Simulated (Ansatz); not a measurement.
Al₃₂Cu (cell with a defect)

```
Al Cu
1.0
     8.10000    0.00000    0.00000
     0.00000    8.10000    0.00000
     0.00000    0.00000    8.10000
Al Cu
32 1
Direct
  0.50029 0.00954 0.00011
  0.74058 0.25063 0.00012
  0.74688 0.00354 0.25343
  0.99987 0.04062 0.99984
  0.25950 0.25061 0.00011
  0.50030 0.49063 0.00012
  0.71173 0.74981 0.99989
  0.25312 0.00326 0.25316
  0.49999 0.24997 0.25271
  0.74635 0.49650 0.25395
  0.49998 0.00276 0.49998
  0.74745 0.24999 0.50000
  0.74654 0.00386 0.74659
  0.99992 0.46255 0.99990
  0.28977 0.74977 0.99986
  0.00008 0.25060 0.25951
  0.25367 0.49674 0.25371
  0.50029 0.75018 0.25951
  0.00008 0.00954 0.50037
  0.25269 0.24998 0.49999
  0.50000 0.49753 0.50001
  0.74058 0.75019 0.50039
  0.25347 0.00362 0.74684
  0.50000 0.25000 0.74747
  0.74607 0.49621 0.74611
  0.99989 0.74976 0.29000
  0.00009 0.49062 0.50039
  0.25950 0.75018 0.50038
  0.00009 0.25063 0.74060
  0.25397 0.49643 0.74633
  0.50030 0.75019 0.74060
  0.99991 0.74981 0.71195
  0.00092 0.75195 0.00120
```

Computed without spin polarisation; PAW files of the earlier set (soft_1).

These are results of DFT PBEsol, scalar-relativistic, plane waves, PAW in Ansatz, not measurements.

**What can the converged valence pseudo-density and electron localisation function tell about the bonding?**

Al–Cu (2.34 Å): ρ at the midpoint is about 0.35 e/Å³; the ELF peaks at about 0.75 between the atoms.
Al–Al (2.83 Å): ρ is about 0.21 e/Å³ halfway; the ELF peaks at about 0.65 between the atoms.
Al–Al (2.92 Å): the density is about 0.18 e/Å³ at the midpoint; the ELF peaks at about 0.65 between the atoms.

**Does the calculation give a band gap?**

It is gapless in this calculation (a metal or semimetal).

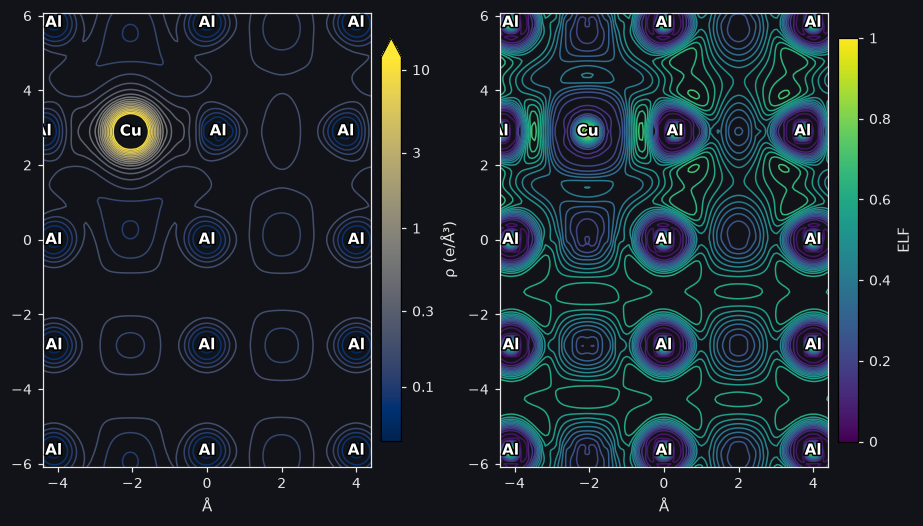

Computed valence pseudo-density and electron localisation function on the (110) plane of the calculation cell, in this order. 
